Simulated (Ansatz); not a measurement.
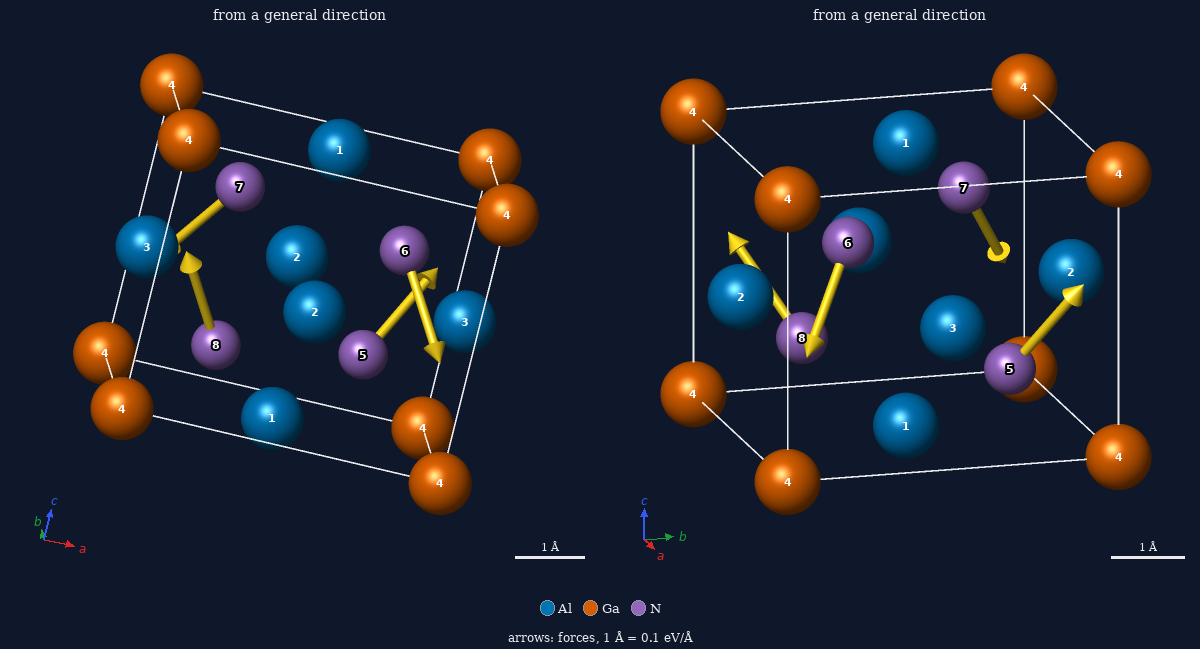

The image is a spheres-only drawing of a crystal, viewed from two general directions. The wireframe shows the simulation cell. The arrows are the computed forces on the atoms.

System: Al3GaN4. All computed values are from DFT PBEsol, scalar-relativistic, plane waves, PAW in Ansatz. Settings: plane-wave cutoff 420 eV, a 6×6×6 sampling of the Brillouin zone, Gaussian smearing of 0.05 eV, no spin polarisation.

**Do the forces show a relaxed structure?**

No. The atoms still feel forces of up to about 0.15 eV/Å, above a usual threshold of 0.01 to 0.03 eV/Å.

**Name the atom under the greatest force.**

All N atoms, about 0.15 eV/Å.

Origin of the cell: a structure listed in the Materials Project. The cell was then strained or its atoms displaced on purpose. Ansatz was used for an electronic-structure calculation on it.
